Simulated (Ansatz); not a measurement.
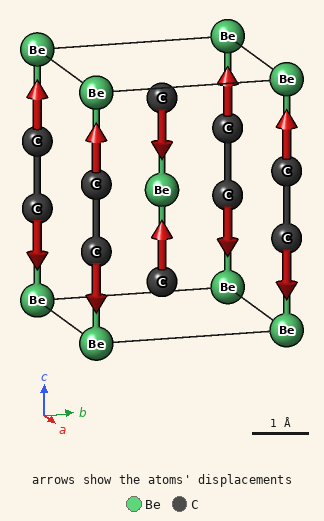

One vibrational mode of crystalline BeC₂ (a generated structure) at the zone centre. The red arrows give the relative displacements of the atoms. The picture is a ball-and-stick view of the conventional cell (2 times the calculation's cell), seen slightly off an axis. Lengths and directions refer to the drawn axes.

All numbers below come from DFT PBEsol, scalar-relativistic, plane waves, PAW (Ansatz). (plane-wave cutoff 420 eV; k-point mesh 10 × 10 × 10; occupations fixed; no spin polarisation)

Frequencies are those without the non-analytic (LO–TO) term.

> Give the symmetry, activity and frequency of this mode.

This is the A₁g mode at 58.7 THz, the highest optical level (1 lower level is imaginary, so the structure is unstable), Raman-active by symmetry. The Be atoms stay at rest; all motion is along c; atoms of one kind move against one another, with no net shift of their sublattice; of the bonds it mainly stretches C–C.
